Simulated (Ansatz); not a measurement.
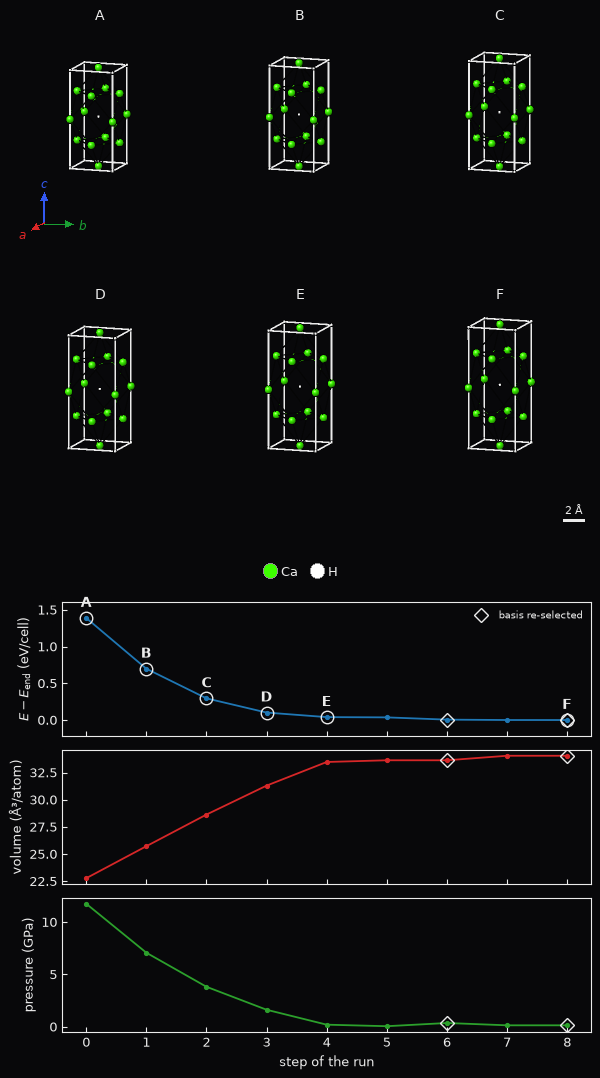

Frames of a relaxation of solid Ca3H (built on the TiAl3 (D0_22)_139 type) (coarse preliminary run), marked on the history of the run. A ball-and-stick model of the conventional cell (2 times the calculation's cell), seen slightly off an axis. Lengths and directions refer to the drawn axes.

Case: TiAl3 (D0_22) type (I4/mmm, No. 139).

Computed with DFT PBE, scalar-relativistic, plane waves, PAW (Ansatz 0.2.0).

Input
```yaml
crystal:
  lattice:
    - [-2.1683824204, 2.1683824204, 4.8436594325]
    - [2.1683824204, -2.1683824204, 4.8436594325]
    - [2.1683824204, 2.1683824204, -4.8436594325]
  atoms:
    - { symbol: Ca, position: [0.5, 0.5, 0.0] }
    - { symbol: Ca, position: [0.25, 0.75, 0.5] }
    - { symbol: Ca, position: [0.75, 0.25, 0.5] }
    - { symbol: H, position: [0.0, 0.0, 0.0] }
basis:
  ecutwfc: 420
kpoints:
  mp_grid: { grid: [6, 6, 6] }
hamiltonian:
  xc: pbe
scf:
  occupations: { method: gaussian, width: 0.1 }
  lower_state_search: "off"
output:
  forces: true
  stress: true
  eigenvalues: true
relax:
  adjacent_minimum: "off"
  f_tol: 0.04
  max_steps: 70
  cell: { stress_tol: 0.4 }
```

Run as
```bash
ansatz run input.yaml --threads 1 --pin off --max-ram 2560MiB --backend cpu --events-out ev --progress --plain --runs-dir out
```

**What happens along the run?**

No atom moves by more than 0.005 Å relative to the cell. Cell: a = b 4.337 → 4.778 Å (+10.2 %), c 9.687 → 11.928 Å (+23.1 %). Volume +49.5 %. Near-neighbour distances that change, for instance: Ca1–Ca2 3.251 → 3.821 Å, Ca2–Ca3 3.067 → 3.379 Å. The space group stays I4/mmm (No. 139). The energy falls by 1.389 eV per cell of the calculation in 6 accepted moves (8 points after the start). All forces vanish by symmetry, so only the cell relaxes. The pressure goes from 11.75 to 0.14 GPa. The SCF was repeated twice at an unchanged geometry on a basis and grid sized afresh for the cell, which shifted the energy by 30.8 meV per cell of the calculation at most. Cost: 36 s on 1 thread of Arm Neoverse V1 (shared host), peak memory 0.43 GiB. From step 0 to 1: volume +12.9 %, energy −0.691 eV per cell of the calculation. From step 1 to 2: volume +11.3 %, energy −0.403 eV per cell of the calculation. From step 2 to 3: volume +9.3 %, energy −0.193 eV per cell of the calculation. From step 3 to 4: volume +6.9 %, energy −62.0 meV per cell of the calculation. From step 4 to 8: volume +1.7 %, energy −39.6 meV per cell of the calculation.
